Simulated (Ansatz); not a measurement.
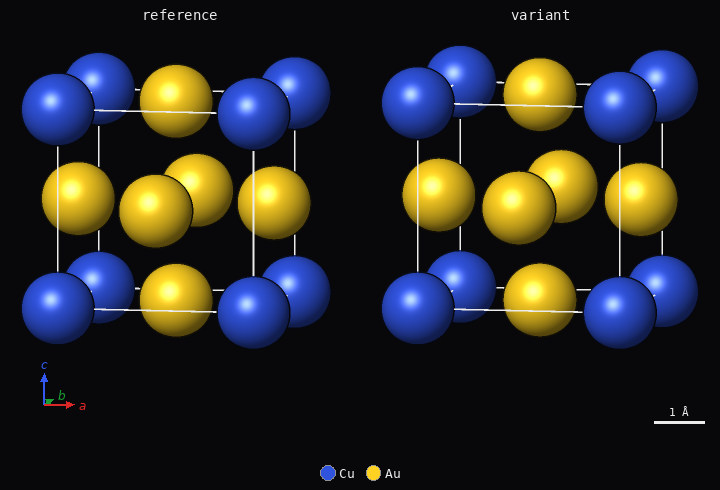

Left: a crystal of CuAu3 (set up in Pm-3m). Right: the same structure after one change, at the same scale. The picture is a spheres-only view of the cell of the calculation, seen slightly off an axis.

Computed with Ansatz, DFT r2SCAN, scalar-relativistic, plane waves, PAW. (plane-wave cutoff 500 eV; k-point mesh 10 × 10 × 10; occupations gaussian; smearing width 0.1 eV; no spin polarisation)

**What was changed?**

All lengths are scaled by +3.2 % (volume +10.0 %), the atoms keeping their fractional coordinates. No relaxation follows.

**And its effect?**

Energy change: +63.0 meV per atom. Pressure: 0.0 GPa before, −11.3 GPa after. All forces vanish by symmetry. Both are metals. Near-neighbour distances before and after: Au–Cu 2.836 → 2.928 Å, Au–Au 2.836 → 2.928 Å. The space group stays Pm-3m (No. 221).
